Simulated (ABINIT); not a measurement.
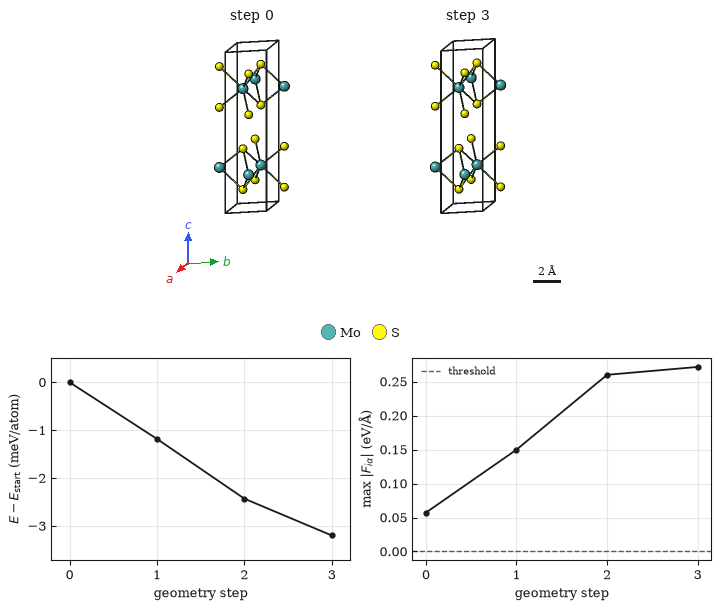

First and last geometry of a relaxation of solid MoS2 (set up in P6_3/mmc), with the history of the run. The picture is a ball-and-stick view of the cell of the calculation, seen slightly off an axis.

The run lets cell and atoms move.

All numbers below come from Kohn-Sham DFT of a periodic cell, PBE, PseudoDojo NC SR PBE v0.4.1 standard in ABINIT 10.8.3.

Input
```
# Pseudopotentials
pp_dirpath "./"
pseudos "Mo.upf, S.upf"

# Structure
acell 3*1.0 Angstrom
rprim
     3.1690000000     0.0000000000     0.0000000000
    -1.5845000000     2.7444345046     0.0000000000
     0.0000000000     0.0000000000    12.3240000000
ntypat 2
znucl 42 16
natom 6
typat 1 1 2 2 2 2
chkprim 0
chksymtnons 0
tolsym 1.0e-6
xred
            2/3            1/3            3/4
            1/3            2/3            1/4
            2/3            1/3   0.3770000000
            1/3            2/3   0.8770000000
            2/3            1/3   0.1230000000
            1/3            2/3   0.6230000000

# Plane-wave basis
ecut 40.0
ecutsm 0.5

# k points
kptopt 1
ngkpt 8 8 2
nshiftk 1
shiftk 0.0 0.0 0.0

# Exchange and correlation
ixc 11

# Bands and occupations
nband 32
occopt 3
tsmear 0.05 eV

# SCF cycle
nstep 80
tolvrs 1.0e-12

# Output
iomode 3
prteig 0
prtebands 0
prtwf 0
prtden 0

# Relaxation
ionmov 2
optcell 2
ntime 50
tolmxf 2.0e-5
dilatmx 1.08
```

Run as
```bash
abinit run.abi > log 2>&1
```

Read the history and describe the run.

The run was cut off at its time limit before the relaxation converged, so the last structure is only a point on the way. The energy falls by 3.2 meV per atom in 3 geometry steps. The largest force component goes from 0.057 to 0.27 eV/Å. Pressure: 2.06 GPa at the start and −0.60 GPa at the end. The largest moves relative to the cell, 0.010 Å, are those of S atoms. Mo stays in place. The drawn cell changes as follows: a = b 3.169 → 3.192 Å (+0.7 %), c 12.324 → 12.446 Å (+1.0 %); the volume changes by +2.5 %. Among the contacts that change: Mo–S 2.408 → 2.421 Å. The space group stays P6_3/mmc (No. 194).

Limits of the set-up: layers or molecules are held without a dispersion correction, so their spacing is unreliable.
